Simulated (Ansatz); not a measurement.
## Electronic structure of Ti3O4 in real space

Input

```
crystal:
  lattice:
    - [-2.0295363019, 2.0500366686, 4.0488713059]
    - [2.0295363019, -2.0500366686, 4.0488713059]
    - [2.0295363019, 2.0500366686, -4.0488713059]
  atoms:
    - { symbol: Ti, position: [0.25, 0.75, 0.5] }
    - { symbol: Ti, position: [0.5, 0.5, 0.0] }
    - { symbol: Ti, position: [0.75, 0.25, 0.5] }
    - { symbol: O, position: [0.0, 0.5, 0.5] }
    - { symbol: O, position: [0.2426947648, 0.2426947648, 0.0] }
    - { symbol: O, position: [0.5, 0.0, 0.5] }
    - { symbol: O, position: [0.7573052352, 0.7573052352, 0.0] }
basis:
  ecutwfc: 420
kpoints:
  mp_grid: { grid: [14, 14, 14] }
hamiltonian:
  xc: pbesol
scf:
  occupations: { method: gaussian, width: 0.15 }
output:
  forces: true
  stress: true
  eigenvalues: true
  write_density: true
  write_potential: true
  elf: true
  volumetric_format: npy
```

Launched as:

```sh
ansatz run input.yaml --threads 2 --pin off --max-ram 5120MiB --backend cpu --events-out ev --progress --plain --runs-dir out
```

Below, planes, directions and counts refer to the conventional cell (a = 4.06 Å, b = 4.10 Å, c = 8.10 Å, α = 90.00°, β = 90.00°, γ = 90.00°).

Space group Immm; a structure from a database of computed crystals, not necessarily the ambient phase; changed on purpose from its base cell (strain -0.0100 x Voigt [1, 0, 0, 0, 0, 0], atoms carried along); computed pressure about 3 GPa in this cell; computed without spin polarisation.

Computed with DFT PBEsol, scalar-relativistic, plane waves, PAW (Ansatz 0.2.0).

In a PAW calculation such maps are meaningful between the atoms, not at the nuclei.

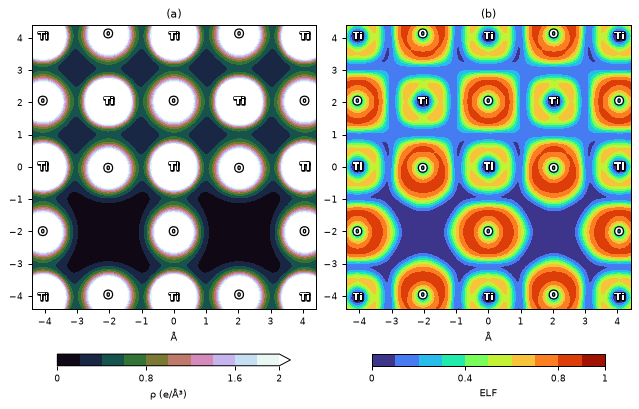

Figure 1. (a) valence electron density; (b) electron localisation function on the (010) plane of the conventional cell.

Question: What does the map show?

Answer:
- The section cuts through Ti and O sites.
- Ti–O (2.02 Å): the density is about 0.56 e/Å³ at the midpoint; the ELF peaks at about 0.80 in the valence shell of O, 0.6 Å from its nucleus, and is about 0.15 at the midpoint: no localised pair shows between them.
- Ti–Ti (2.87 Å): ρ at the midpoint is about 0.21 e/Å³; the ELF is about 0.15 at the midpoint (no localised pair shows between them).
- Ti–O (2.08 Å): ρ is about 0.5 e/Å³ halfway; the ELF peaks at about 0.80 in the valence shell of O, 0.6 Å from its nucleus, and is about 0.15 at the midpoint: no shared electron pair shows on this line.
- Between the atoms the lowest density in this plane is 0.02 e/Å³.
- The features right at Ti lie inside the PAW spheres, where the map follows smoothed inner orbitals and isn't to be read closely.

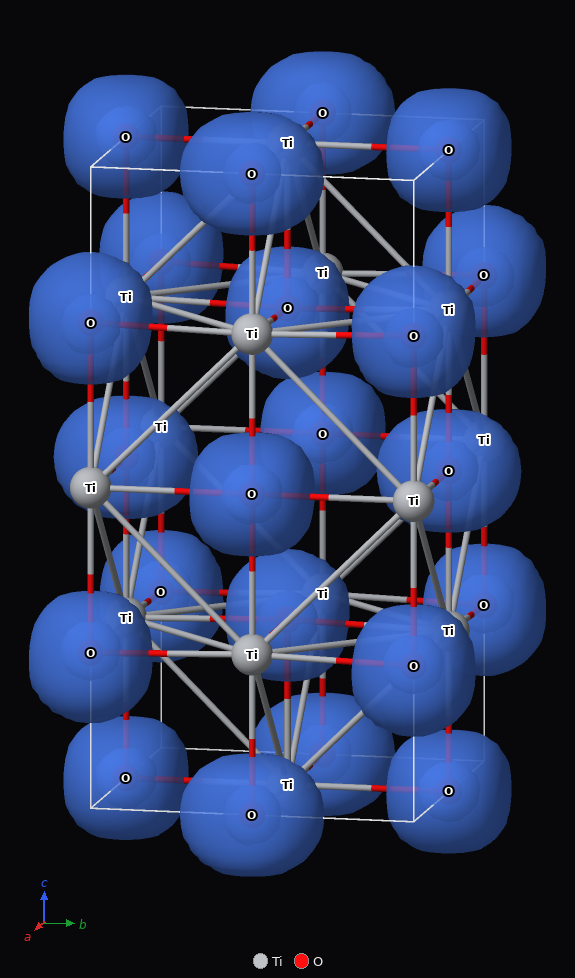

Figure 2. Isosurface of the ELF at 0.7 (blue), seen slightly off an axis. Only the valence region is drawn (cores and ρ < 0.01 e/Å³ removed). Sticks mark near contacts.

Question: Describe the localisation domains.

Answer: The surface consists of eight regions wrapped around O (the valence shell of each), counted in one cell of 14 atoms. Regions shared between cells count once.

Question: Does the calculation give a band gap?

Answer: It is metallic or semimetallic at this level of theory: no gap opens; semilocal functionals without U, or without the true magnetic order, often close the gap of such compounds.
